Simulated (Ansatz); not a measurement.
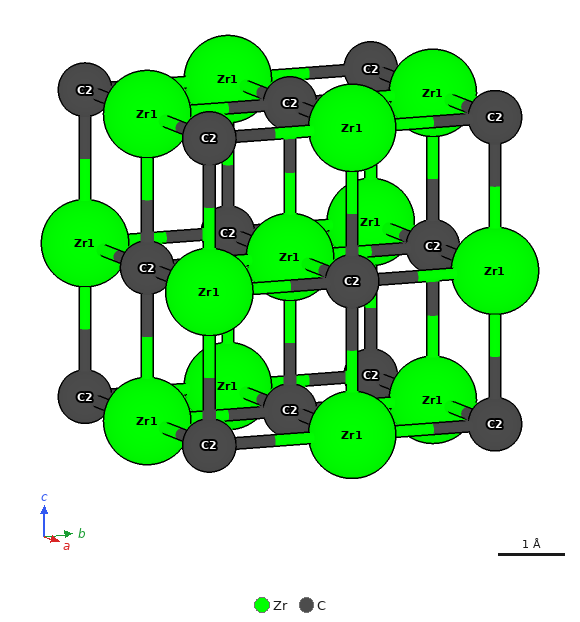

The input geometry of run A (ball-and-stick view of the cell 4 times as large as that of the calculation, set on its symmetry axes, seen slightly off an axis; atoms are numbered from 1 in the order of the input). Near neighbours in the crystal (not all of them lie inside the picture): Zr has 6 C at 2.37 Å; C has 6 Zr at 2.37 Å.

**ZrC: a changed input and its effect**

System: ZrC (Fm-3m, 2 atoms in the cell).
Method of run A: Kohn-Sham DFT of a periodic cell, PBEsol, all-electron LAPW, scalar-relativistic, no spin polarisation (Ansatz 0.2.0).

The structure derives from an entry of the Crystallography Open Database. Text and figures count atoms from 1; the logs count them from 0 in places.

### Input, run A
```yaml
crystal:
  lattice:
    - [0.0, 2.365, 2.365]
    - [2.365, 0.0, 2.365]
    - [2.365, 2.365, 0.0]
  atoms:
    - { symbol: Zr, position: [0.5, 0.5, 0.5] }
    - { symbol: C, position: [0.0, 0.0, 0.0] }
kpoints:
  mp_grid: { grid: [10, 10, 10] }
scf:
  occupations: { method: fermi_dirac, width: 0.05 }
hamiltonian:
  xc: pbesol
  pseudopotentials: { kind: all_electron, lapw: { basis_error: 0.001 } }
output:
  forces: true
  stress: true
relax:
  f_tol: 0.01
  max_steps: 60
  cell: {}
```

Launched with:
```bash
ansatz run input.yaml --threads 1 --pin off --max-ram 3072MiB --backend cpu --events-out ev --progress --plain --runs-dir out
```

Hardware: 1 thread of AMD EPYC (Zen 5), 16 GiB of memory available, shared host.

### Output, shortened to warnings, some set-up lines, iterations and results (run A)
```
Basis set: ecut = 268.07021752895866 eV, 259 PW (Γ), exchange–correlation at level 2
Symmetry: 48 space group operations
k-points: 47 of 1000
Initial density: superposition of atomic densities (chi_scale 0.1, normalization cell, long waves kept (reshape's long-wave potential 0.00 eV rms))
[...]
SCF iter   1: F=—  HF=-98908.127816 eV  |F-HF|=—  |Δ(HF+E_count)|=         —  Δρ=1.18e-1  dr2=5.47e0  ethr=1.52e-2  ⟨swp⟩=2.0  Hψ=6714  notcnv=0
SCF iter   2: F=—  HF=-98907.628217 eV  |F-HF|=—  |Δ(HF+E_count)|=   5.00e-1  Δρ=8.76e-2  dr2=2.81e0  ethr=1.52e-2  ⟨swp⟩=2.9  Hψ=3034  notcnv=0
SCF iter   3: F=—  HF=-98906.374181 eV  |F-HF|=—  |Δ(HF+E_count)|=    1.25e0  Δρ=1.09e-2  dr2=2.46e-2  ethr=6.77e-5  ⟨swp⟩=2.1  Hψ=5192  notcnv=0
SCF iter   4: F=—  HF=-98906.367926 eV  |F-HF|=—  |Δ(HF+E_count)|=         —  Δρ=3.02e-3  dr2=2.94e-3  ethr=6.77e-5  ⟨swp⟩=2.1  Hψ=3341  notcnv=0
SCF iter   5: F=—  HF=-98906.366385 eV  |F-HF|=—  |Δ(HF+E_count)|=   1.54e-3  Δρ=1.53e-3  dr2=5.19e-4  ethr=8.18e-6  ⟨swp⟩=2.1  Hψ=3187  notcnv=0
[... 26 lines ...]
relax step   4: F+E_penalty+E_count = -98906.39278880 eV  Δ(F+E_penalty+E_count) = -9.068e-5 eV  max|allowed force component| = 5.916e-31 eV/Å  Δτ_max = 0.0000 Å  P = -0.005 …
SCF iter   1: F=—  HF=-98906.392789 eV  |F-HF|=—  |Δ(HF+E_count)|=         —  Δρ=2.94e-6  dr2=2.18e-9  ethr=6.05e-12  ⟨swp⟩=4.1  Hψ=5422  notcnv=0
SCF iter   2: F=-98906.392788 eV  HF=-98906.392788 eV  |F-HF|=2.18e-10  |Δ(HF+E_count)|=   7.12e-7  Δρ=1.33e-6  dr2=2.38e-10  ethr=6.34e-12 (applied; sched 6.05e-12)  …
SCF 5 converged in 2 iterations: F = -98906.392788 eV  dr2 = 2.38e-10
relax step   5: F+E_penalty+E_count = -98906.39278812 eV  Δ(F+E_penalty+E_count) = +6.809e-7 eV  max|allowed force component| = 5.916e-31 eV/Å  Δτ_max = 0.0000 Å  P = -0.005 …
basis re-selected at this cell: Δ(F+E_penalty+E_count) = +6.809e-7 eV, ΔP = -0.000 GPa vs the last step (what re-selecting the basis moved, after the strain that the cell walked since its last selection, with what the two solves' SCF thresholds leave and, on support functions, any second-order …
SCF converged after 2 iterations
Free energy (F): -98906.392788 eV
Harris-Foulkes:  -98906.392788 eV  (|F-HF|=2.18e-10)
Internal energy: -98906.390281 eV  (E = F + TS)
E sigma→0 (E₀):  -98906.391535 eV
Entropy (-TS):   -0.002507 eV (-1.253 meV/atom)
Fermi energy:    16.776718 eV
--- Per-component energies (eV) ---
  E_band       = -4542.521139
  E_kinetic    = 102114.201156
  E_xc         = -3198.443780
  E_electrostatic = -197822.147657  (all electrons and nuclei)
  E_smearing   = -0.002507  (= −TS)
  E_closure    = 0.000000  (closes the sum)
  E_atoms      = -98887.051451  (free atoms, spherical and without spin; not in F)
  Σ components = -98906.392788   (vs F -98906.392788, Δ=0.00e0)
  Basis errors (estimates in eV, not in F): energy 3.5e-4 per atom: plane waves 3.2e-4 (1.9e-4 summed), levels above the bands 7.2e-28, relativity 9.9e-9, radial functions 3.0e-5, core shells 1.1e-12; eigenvalues (radial functions only) 2.6e-6; not estimated: angular momenta, meshes, grids; target …
--- Forces (eV/Å), atoms counted from 1 ---
  atom   1  Zr    -0.00000000     0.00000000     0.00000000
  atom   2  C      0.00000000    -0.00000000    -0.00000000
  max |Σ_I F_I| component: 5.22e-31 eV/Å
--- Stress (GPa, compression-positive) ---
       -0.005117      -0.000000      -0.000000
       -0.000000      -0.005117      -0.000000
       -0.000000      -0.000000      -0.005117
  P = ⅓ Tr σ = -0.0051 GPa (-0.051 kbar)
--- Relaxed structure (4 steps of the walk, 4 accepted, 1 SCFs on fresh bases) ---
  F+E_penalty+E_count = -98906.39278812 eV   max|allowed force component| = 5.916e-31 eV/Å   (the final SCF, on the basis selected at the relaxed cell)
  cell:  # Å, volume = 25.4512 Å³
    - [-1.019074406650055e-33, 2.334671667144085, 2.334671667144085]
    - [2.334671667144085, -9.17166965850269e-34, 2.334671667144085]
    - [2.334671667144085, 2.334671667144085, 1.0190744065791185e-34]
  atoms:
    - { symbol: Zr, position: [0.5, 0.5, 0.5] }
[...]
```

The input of run B differs as follows (lines with − go, lines with + come):
```diff
-  xc: pbesol
+  xc: blyp
+  dispersion: d4
```

How does run B compare with run A?

The total energies belong to different models, so their difference says nothing on which is more stable or more accurate. The volume per atom goes from 12.73 to 13.10 Å³. The functional changes from PBEsol to BLYP. The SCF takes 20 iterations over all geometry steps against 26.

### Output, shortened to warnings, some set-up lines, iterations and results (run B)
```
Basis set: ecut = 267.5159836303558 eV, 259 PW (Γ), exchange–correlation at level 2
Symmetry: 48 space group operations
k-points: 47 of 1000
Initial density: superposition of atomic densities (chi_scale 0.1, normalization cell, long waves kept (reshape's long-wave potential 0.00 eV rms))
[...]
SCF iter   1: F=—  HF=-98982.451661 eV  |F-HF|=—  |Δ(HF+E_count)|=         —  Δρ=1.38e-1  dr2=7.43e0  ethr=2.07e-2  ⟨swp⟩=2.0  Hψ=6440  notcnv=0
SCF iter   2: F=—  HF=-98980.130291 eV  |F-HF|=—  |Δ(HF+E_count)|=    2.32e0  Δρ=2.06e-2  dr2=6.22e-2  ethr=1.74e-4  ⟨swp⟩=2.1  Hψ=5210  notcnv=0
SCF iter   3: F=—  HF=-98980.117176 eV  |F-HF|=—  |Δ(HF+E_count)|=         —  Δρ=1.14e-2  dr2=1.91e-2  ethr=1.73e-4  ⟨swp⟩=2.1  Hψ=3330  notcnv=0
SCF iter   4: F=—  HF=-98980.119273 eV  |F-HF|=—  |Δ(HF+E_count)|=   2.10e-3  Δρ=1.90e-3  dr2=1.17e-3  ethr=5.29e-5  ⟨swp⟩=3.0  Hψ=3466  notcnv=0
SCF iter   5: F=—  HF=-98980.119279 eV  |F-HF|=—  |Δ(HF+E_count)|=   5.64e-6  Δρ=5.94e-4  dr2=1.24e-4  ethr=3.25e-6  ⟨swp⟩=2.1  Hψ=3187  notcnv=0
[... 18 lines ...]
relax step   3: F+E_penalty+E_count = -98980.12096426 eV  Δ(F+E_penalty+E_count) = -1.414e-3 eV  max|allowed force component| = 7.889e-31 eV/Å  Δτ_max = 0.0000 Å  P = -0.031 …
SCF iter   1: F=—  HF=-98980.120960 eV  |F-HF|=—  |Δ(HF+E_count)|=         —  Δρ=4.80e-6  dr2=3.57e-9  ethr=9.78e-12  ⟨swp⟩=4.7  Hψ=5656  notcnv=0
SCF iter   2: F=-98980.120964 eV  HF=-98980.120964 eV  |F-HF|=6.55e-10  |Δ(HF+E_count)|=   4.19e-6  Δρ=2.47e-6  dr2=6.58e-10  ethr=9.78e-12  ⟨swp⟩=3.0  Hψ=3548  notcnv=0
SCF 4 converged in 2 iterations: F = -98980.120964 eV  dr2 = 6.58e-10
relax step   4: F+E_penalty+E_count = -98980.12096426 eV  Δ(F+E_penalty+E_count) = +8.178e-9 eV  max|allowed force component| = 6.081e-31 eV/Å  Δτ_max = 0.0000 Å  P = -0.030 …
basis re-selected at this cell: Δ(F+E_penalty+E_count) = +8.178e-9 eV, ΔP = +0.000 GPa vs the last step (what re-selecting the basis moved, after the strain that the cell walked since its last selection, with what the two solves' SCF thresholds leave and, on support functions, any second-order …
SCF converged after 2 iterations
Free energy (F): -98980.120964 eV
Harris-Foulkes:  -98980.120964 eV  (|F-HF|=6.55e-10)
Internal energy: -98980.118482 eV  (E = F + TS)
E sigma→0 (E₀):  -98980.119723 eV
Entropy (-TS):   -0.002483 eV (-1.241 meV/atom)
Fermi energy:    16.849276 eV
--- Per-component energies (eV) ---
  E_band       = -4554.525796
  E_kinetic    = 102208.719065
  E_xc         = -3272.795074
  E_electrostatic = -197915.122357  (all electrons and nuclei)
  E_disp       = -0.920116  (pairwise vdW)
  E_smearing   = -0.002483  (= −TS)
  E_closure    = 0.000000  (closes the sum)
  E_atoms      = -98962.785847  (free atoms, spherical and without spin; not in F)
  Σ components = -98980.120964   (vs F -98980.120964, Δ=0.00e0)
  Basis errors (estimates in eV, not in F): energy 4.6e-4 per atom: plane waves 4.2e-4 (2.5e-4 summed), levels above the bands 7.3e-27, relativity 1.4e-7, radial functions 4.0e-5, core shells 1.2e-13; eigenvalues (radial functions only) 2.4e-6; not estimated: angular momenta, meshes, grids; target …
--- Forces (eV/Å), atoms counted from 1 ---
  atom   1  Zr    -0.00000000     0.00000000     0.00000000
  atom   2  C      0.00000000    -0.00000000    -0.00000000
  max |Σ_I F_I| component: 8.87e-31 eV/Å
--- Stress (GPa, compression-positive) ---
       -0.030489      -0.000000       0.000000
       -0.000000      -0.030489      -0.000000
        0.000000      -0.000000      -0.030489
  P = ⅓ Tr σ = -0.0305 GPa (-0.305 kbar)
--- Relaxed structure (3 steps of the walk, 3 accepted, 1 SCFs on fresh bases) ---
  F+E_penalty+E_count = -98980.12096426 eV   max|allowed force component| = 6.081e-31 eV/Å   (the final SCF, on the basis selected at the relaxed cell)
  cell:  # Å, volume = 26.2013 Å³
    - [4.533929458982846e-34, 2.357385904884967, 2.357385904884967]
    - [2.357385904884967, -1.6305190505265886e-33, 2.357385904884967]
    - [2.357385904884967, 2.357385904884967, -1.177126104628304e-33]
  atoms:
    - { symbol: Zr, position: [0.5, 0.5, 0.5] }
[...]
```

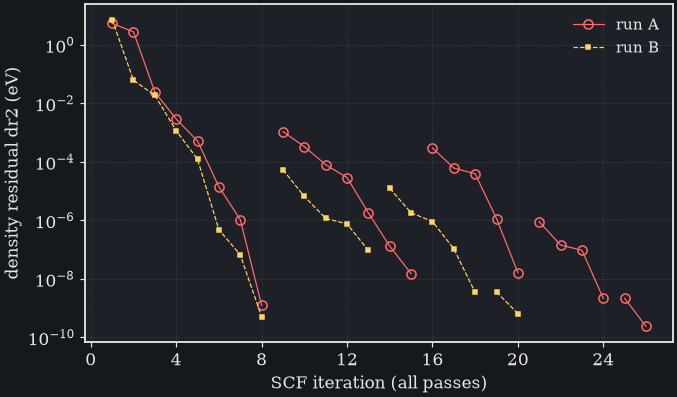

Convergence of the two runs: density residual dr2 against the SCF iteration. A break in a curve parts two SCF passes. Run A takes 26 iterations in all, and run B takes 20.

### The two runs side by side

| quantity | run A | run B |
| --- | --- | --- |
| outcome | converged | converged |
| free energy per atom (eV) | −49453.1964 | −49490.0605 |
| energy per atom, smearing taken to zero (eV) | −49453.1958 | −49490.0599 |
| pressure (GPa) | −0.01 | −0.03 |
| volume per atom (Å³) | 12.73 | 13.10 |
| largest force (eV/Å) | 0.000 | 0.000 |
| SCF iterations | 26 | 20 |
| irreducible k-points | 47 | 47 |
| wall time (shared host) | 7.1 s | 6 s |
